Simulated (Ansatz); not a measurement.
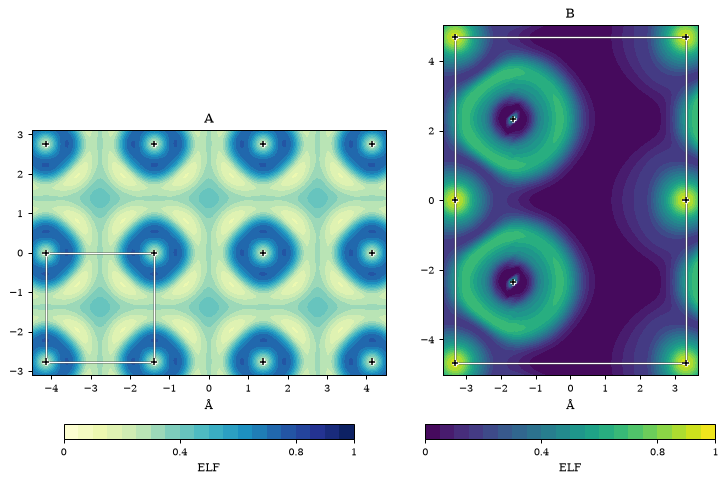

The ELF of 2 systems, each on a plane through atoms (crosses mark nuclei in the plane).

Computed with DFT PBE, scalar-relativistic, plane waves, PAW in Ansatz 0.2.0.

System 1: CdTe, the (110) plane of the conventional cell. Space group F-43m.

System 2: Mo, the (001) plane of the conventional cell. Space group I4/mmm; computed pressure about 4 GPa in this cell; computed without spin polarisation.

```
CELL_PARAMETERS angstrom
2.76090 0.00000 0.00000
0.00000 2.76090 0.00000
0.00000 0.00000 4.14135
ATOMIC_POSITIONS crystal
Mo 0.00000 0.00000 0.00000
Mo 0.50000 0.50000 0.50000
```

Match each panel to its system.

Answer. Panel A is system 2, Mo: the plane holds Mo. Mo–Mo (2.76 Å): the ELF is about 0.30 at the midpoint. Panel B is system 1, CdTe: the plane holds Cd and Te. Cd–Te (2.87 Å): the ELF is about 0.50 at the midpoint and 0.15 at its lowest between the atoms.
